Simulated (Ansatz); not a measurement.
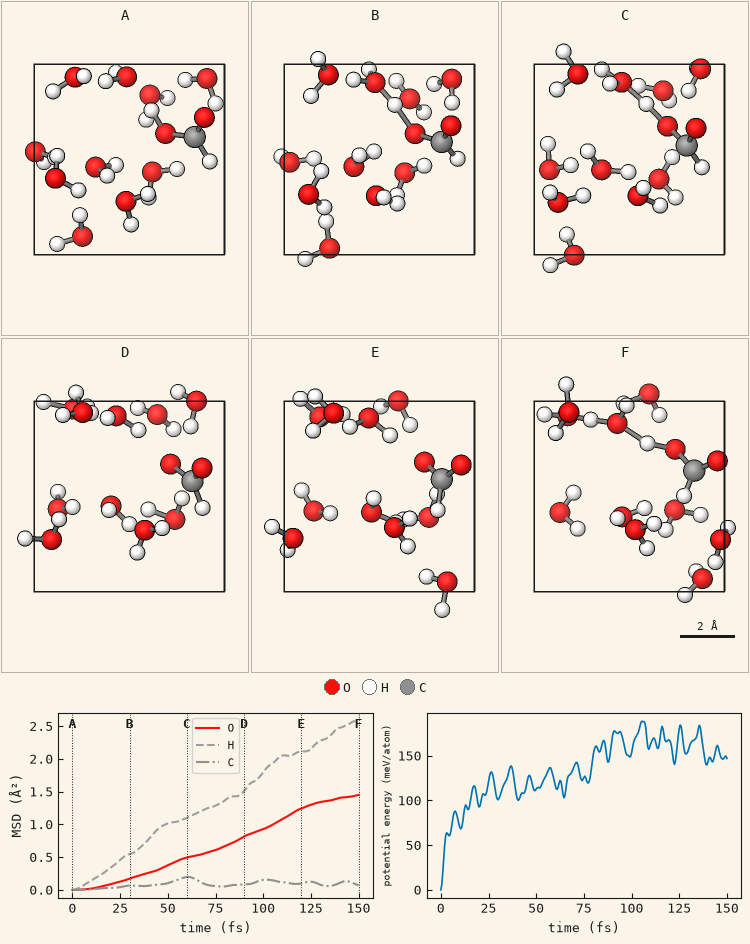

First-principles dynamics of a periodic cell with 10 H2O + 1 HCOOH at 1.035 g/cm³, 150 fs long. Frames (A at 0 fs, B at 30 fs, C at 60 fs, D at 90 fs, E at 120 fs, F at 150 fs) and the history of the run. Style: ball-and-stick. Shown: the simulation cell, along the b axis. Atoms that leave the cell re-enter on the other side.

These are results of Ansatz 0.2.0, DFT PBE-D3(BJ), scalar-relativistic, plane waves, PAW, not measurements. Settings: plane-wave cutoff 420 eV; k-point mesh 1 × 1 × 1; Fermi-Dirac smearing 0.05 eV; Langevin thermostat (NVT); set temperature 1500 K; time step 0.5 fs; friction 0.02 per fs.

Input file:
```yaml
crystal:
  lattice:
    - [7.133492, 0.0, 0.0]
    - [0.0, 7.133492, 0.0]
    - [0.0, 0.0, 7.133492]
  atoms:
    - { symbol: O, position: [0.31923414, 0.50833989, 0.45579739] }
    - { symbol: H, position: [0.4256613, 0.59646296, 0.46653459] }
    - { symbol: H, position: [0.38004992, 0.39195249, 0.41094974] }
    - { symbol: O, position: [0.2502114, 0.71082693, 0.09174091] }
    - { symbol: H, position: [0.11720136, 0.72393753, 0.0518041] }
    - { symbol: H, position: [0.23682018, 0.61972705, 0.20304883] }
    - { symbol: O, position: [0.21107683, 0.15048606, 0.9282679] }
    - { symbol: H, position: [0.25712631, 0.02221899, 0.93367237] }
    - { symbol: H, position: [0.09554583, 0.15047637, 0.85377203] }
    - { symbol: O, position: [0.48189424, 0.39415548, 0.93001565] }
    - { symbol: H, position: [0.4259225, 0.51814665, 0.95163643] }
    - { symbol: H, position: [0.37232536, 0.30706897, 0.90710813] }
    - { symbol: O, position: [0.60425207, -0.05334772, 0.83417558] }
    - { symbol: H, position: [0.69670105, 0.04763737, 0.81892353] }
    - { symbol: H, position: [0.58499814, -0.09481669, 0.70489474] }
    - { symbol: O, position: [0.47869283, 0.19955532, 0.27592258] }
    - { symbol: H, position: [0.59366131, 0.13804726, 0.3147663] }
    - { symbol: H, position: [0.50602118, 0.26100915, 0.15473072] }
    - { symbol: O, position: [0.00222884, 0.71908939, 0.53626329] }
    - { symbol: H, position: [0.04772964, 0.83965375, 0.48221081] }
    - { symbol: H, position: [0.10593761, 0.63222129, 0.50687273] }
    - { symbol: O, position: [0.10778538, 0.05530524, 0.39709497] }
    - { symbol: H, position: [0.2286346, 0.07270368, 0.33398397] }
    - { symbol: H, position: [0.11729406, 0.12399847, 0.51438993] }
    - { symbol: O, position: [0.61742165, 0.78840546, 0.43026115] }
    - { symbol: H, position: [0.59773244, 0.80326763, 0.29629939] }
    - { symbol: H, position: [0.74659803, 0.74110874, 0.44571133] }
    - { symbol: O, position: [0.90433486, 0.70217966, 0.92111674] }
    - { symbol: H, position: [0.79043805, 0.78024864, 0.91415537] }
    - { symbol: H, position: [0.94908583, 0.70620374, 0.79018082] }
    - { symbol: O, position: [0.68659627, 0.42626716, 0.63223309] }
    - { symbol: C, position: [0.83986795, 0.329262, 0.61403465] }
    - { symbol: O, position: [0.8907448, 0.19939508, 0.71660277] }
    - { symbol: H, position: [0.612508, 0.40017582, 0.75437626] }
    - { symbol: H, position: [0.91882273, 0.36770498, 0.4855365] }
basis:
  ecutwfc: 420.0
kpoints:
  mp_grid: { grid: [1, 1, 1] }
hamiltonian:
  xc: pbe
  dispersion: d3bj
scf:
  occupations: { method: fermi_dirac, width: 0.05 }
  lower_state_search: "off"
md:
  timestep: 0.5
  n_steps: 300
  ensemble: nvt_langevin
  temperature: 1500.0
  initial_velocities: maxwell_boltzmann
  seed: 687491
  friction: 0.02
```

Run as
```bash
ansatz run input.yaml --threads 1 --pin off --max-ram 3072MiB --backend cpu --events-out ev --progress --plain --runs-dir out
```

> What do the frames and curves show?

The mean temperature in the second half is 1378 K (standard deviation 134 K). The potential energy in the second half lies on average 160 meV per atom above the first frame. In the second half of the run the atoms are, in the root-mean-square, this far from where they began (common drift taken out): H 1.41 Å, O 1.04 Å, C 0.32 Å. The heavy atoms stay within a fraction of a molecule's size of their starting places; so short a run doesn't tell a liquid from a solid. Bond changes: one H–O bond breaks at about 70 fs; 2 H–O contacts open and close in turn; one H–O bond forms at about 146 fs.

Limits of the set-up: the periodic images lie only 7.1 Å apart, so the values are limited by the cell's size.
